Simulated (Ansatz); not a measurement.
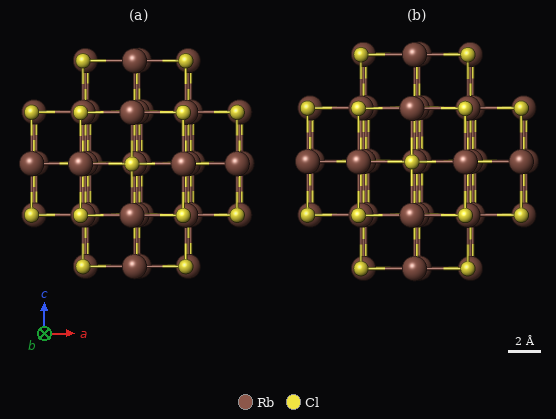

The structure of a crystal of RbCl (built on the rocksalt type) before (left) and after (right) a relaxation, at one scale.

A ball-and-stick model of the conventional cell (4 times the calculation's cell), seen from a free direction. Lengths and directions refer to the drawn axes.

Theory: DFT, PBE, plane waves, PAW (Ansatz).

Input file:
```yaml
crystal:
  lattice:
    - [0.0, 3.220058, 3.220058]
    - [3.220058, 0.0, 3.220058]
    - [3.220058, 3.220058, 0.0]
  atoms:
    - { symbol: Rb, position: [0.0, 0.0, 0.0] }
    - { symbol: Cl, position: [0.5, 0.5, 0.5] }
kpoints:
  mp_grid: { grid: [6, 6, 6] }
hamiltonian:
  xc: pbe
scf:
  occupations: { method: fermi_dirac, width: 0.02 }
relax:
  f_tol: 0.005
  cell: {}
output:
  write_density: true
  write_potential: true
  elf: true
  volumetric_format: npy
```

Run as
```bash
ansatz run input.yaml --threads 2 --pin off --max-ram 2211MiB --backend cpu --events-out ev --progress --plain --runs-dir out
```

### Describe what moved and what it gained.

Over 3 accepted moves (4 points after the start) the energy falls by 52.4 meV per cell of the calculation. All forces vanish by symmetry, so only the cell relaxes. The pressure goes from 2.25 to 0.02 GPa. At 1 point the geometry stayed and the basis and grid were re-selected for the new cell (energy shift of 0.1 meV per cell of the calculation at most each time). The atoms keep their places relative to the cell (all moves are under 0.005 Å). Cell: a = b = c 6.440 → 6.696 Å (+4.0 %). Volume +12.4 %. Near-neighbour distances that change, for instance: Rb1–Cl2 3.220 → 3.348 Å. The space group stays Fm-3m (No. 225). The run took roughly 5 core-seconds on a shared host.
